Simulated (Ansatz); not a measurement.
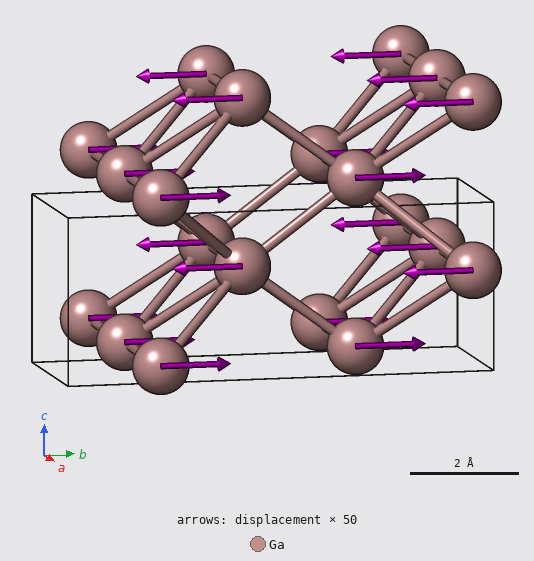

This is a relaxation of crystalline Ga (set up in Cmcm). The starting structure is drawn; purple arrows show the displacements, 50 times their true length.

Style: ball-and-stick. Shown: the conventional cell (2 times the calculation's cell), repeated 2 × 1 × 2 with one cell outlined, slightly off an axis. Lengths and directions refer to the drawn axes.

Case: the database's cell, atoms relaxed.

Level of theory: Ansatz 0.2.0, DFT r2SCAN, scalar-relativistic, plane waves, PAW.

Input
```yaml
crystal:
  lattice:
    - [1.45, -4.065, 0.0]
    - [1.45, 4.065, 0.0]
    - [0.0, 0.0, 3.17]
  atoms:
    - { symbol: Ga, position: [0.867, 0.133, 0.25] }
    - { symbol: Ga, position: [0.133, 0.867, 0.75] }
basis:
  ecutwfc: 500
kpoints:
  mp_grid: { grid: [16, 16, 14] }
hamiltonian:
  xc: r2scan
scf:
  occupations: { method: gaussian, width: 0.1 }
output:
  forces: true
  stress: true
  eigenvalues: true
relax:
  adjacent_minimum: "off"
  f_tol: 0.01
  max_steps: 40
```

Launched with:
```bash
ansatz run input.yaml --threads 1 --pin off --max-ram 2560MiB --backend cpu --events-out ev --progress --plain --runs-dir out
```

> What happened in the run?

The largest moves, 0.027 Å, are those of Ga1 and Ga2. Ga2 goes along −b. The cell stays as it was. Near-neighbour distances that change, for instance: Ga1–Ga2 2.681 → 2.725 Å, Ga1–Ga2 (another image) 2.869 → 2.834 Å. The space group stays Cmcm (No. 63). After 2 geometry steps the energy has fallen by 3.1 meV per atom. The largest force component goes from 0.23 to 0.0002 eV/Å.
